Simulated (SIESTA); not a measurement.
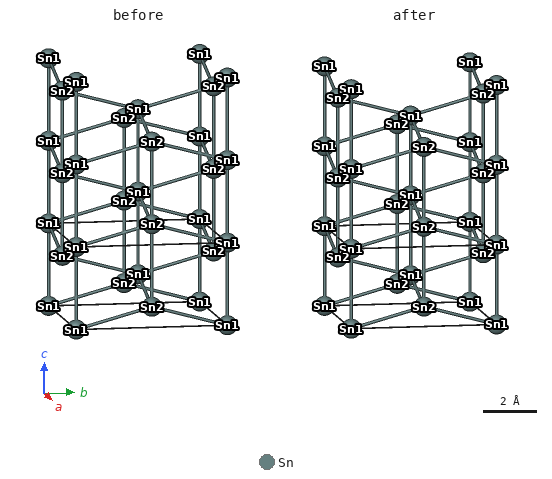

The structure of a crystal of Sn (set up in I4_1/amd) before (left) and after (right) a relaxation, at one scale.

Style: ball-and-stick. Shown: the conventional cell (2 times the calculation's cell), repeated 1 × 1 × 3 with one cell outlined, slightly off an axis. Lengths and directions refer to the drawn axes.

The run lets cell and atoms move.

Theory: SIESTA, Kohn-Sham DFT of a periodic cell, PBE, PseudoDojo 0.4 standard, converted to PSML.

The input:
```
SystemName                      Sn
SystemLabel                     Sn
NumberOfSpecies                 1
NumberOfAtoms                   2
%block ChemicalSpeciesLabel
  1  50 Sn
%endblock ChemicalSpeciesLabel

UseStructFile                   true

%block kgrid.MonkhorstPack
    6   0   0  0.0
    0   6   0  0.0
    0   0   6  0.0
%endblock kgrid.MonkhorstPack
XC.Functional                   GGA
XC.Authors                      PBE
PAO.BasisSize                   DZP
PAO.EnergyShift                 0.003 Ry
Mesh.Cutoff                     500 Ry
OccupationFunction              FD
ElectronicTemperature           0.05 eV
MaxSCFIterations                120
SCF.MustConverge                false
SCF.Mixer.Method                Pulay
SCF.Mixer.Weight                0.25
SCF.Mixer.History               8
SCF.DM.Tolerance                5.0e-05
SCF.H.Tolerance                 1.0e-03 eV
WriteForces                     true
Charge.Mulliken                 end
Charge.Hirshfeld                end
Charge.Voronoi                  end
SaveRho                         true
SaveElectrostaticPotential      true
MD.TypeOfRun                    Broyden
MD.Steps                        40
MD.MaxForceTol                  0.02 eV/Ang
MD.MaxDispl                     0.1 Ang
WriteCoorStep                   true
AtomCoorFormatOut               Fractional
MD.VariableCell                 true
MD.MaxStressTol                 0.1 GPa
Target.Pressure                 30 GPa
%block PAO.Basis
  Sn 4
  n=5 0 2
    6.432 0.000
  n=5 1 2
    8.686 0.000
  n=4 2 2
    3.759 0.000
  n=5 2 1
    8.686
%endblock PAO.Basis
```

Launched with:
```bash
siesta < Sn.fdf > Sn.out 2>&1
```

What changed between the two?

Answer. The run was cut off at its time limit before the relaxation converged, so the last structure is only a point on the way. After 8 geometry steps the energy has risen by 107 meV per atom. With the target pressure of 30 GPa, the enthalpy E + pV changes by −438 meV per atom. Pressure: 2.20 GPa at the start and 10.32 GPa at the end. No atom moves by more than 0.005 Å relative to the cell. The drawn cell changes as follows: a = b 5.880 → 5.657 Å (−3.8 %), c 3.199 → 3.093 Å (−3.3 %); the volume changes by −10.5 %. Among the contacts that change: Sn1–Sn2 3.047 → 2.932 Å, Sn1–Sn1 3.199 → 3.093 Å. The space group stays I4_1/amd (No. 141).
